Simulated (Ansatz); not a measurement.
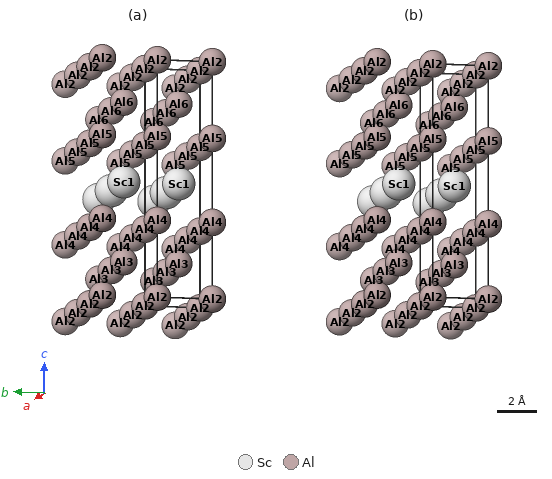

The structure of solid ScAl5 (a generated structure, set up in P4/mmm) before (left) and after (right) a relaxation, at one scale.

Style: spheres-only. Shown: the cell of the calculation, repeated 3 × 2 × 1 with one cell outlined, from a free direction.

Computed with DFT PBE, scalar-relativistic, plane waves, PAW in Ansatz. Settings: plane-wave cutoff 420 eV; k-point mesh 14 × 14 × 4; occupations gaussian; smearing width 0.1 eV; collinear spin; cell and atoms relaxed; force threshold 0.01 eV/Å; at most 80 steps.

> Describe what moved and what it gained.

The largest moves relative to the cell, 0.016 Å, are those of Al3 and Al6. Al6 goes along +c. Sc stays in place. The drawn cell changes as follows: a = b 2.906 → 2.938 Å (+1.1 %), c 12.391 → 12.180 Å (−1.7 %); the volume changes by +0.5 %. Some distances before and after: Sc1–Sc1 2.906 → 2.938 Å, Al2–Al2 2.906 → 2.938 Å, Al2–Al3 2.888 → 2.869 Å. The space group stays P4/mmm (No. 123). Over 3 accepted moves (4 points after the start) the energy falls by 2.0 meV per atom. The largest force component goes from 0.077 to 0.0014 eV/Å. Pressure: 0.26 GPa at the start and 0.00 GPa at the end. The SCF was repeated once at an unchanged geometry on a basis and grid sized afresh for the cell, which shifted the energy by less than 0.05 meV per atom at most. The run took 5 min on 1 thread of AMD EPYC (Zen 3) (shared host), peak memory 0.67 GiB.
